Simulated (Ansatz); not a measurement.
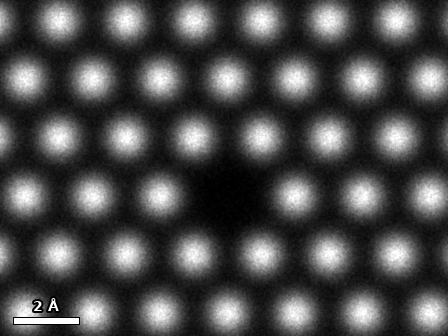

HAADF-like image of Rh (Pm-3m, No. 221) along [111]. The image is simulated as a sum over atoms of Z^1.7, blurred by a 0.97 Å probe (no channelling). The probe carries 15 % of its weight in a tail 2.5 times as wide. Shot noise was added.

The sample is 1 repeat (4.5 Å) thick. One point defect was put into the perfect crystal, without relaxing the atoms around it. Brightness is counted from the darkest point of the image. Host structure: the input geometry of an electronic-structure calculation (not necessarily at equilibrium); the starting structure was generated, so it need not be a known form of this composition.

### Where is the defect (in Å from the left and the top edge), and what does its contrast suggest?

At about 7 Å from the left and 6 Å from the top. The column has all but vanished there, which points to a vacancy or a much lighter atom. The column holds 1 atom (Rh) through the sample, and one Rh atom is missing, so its peak vanishes.
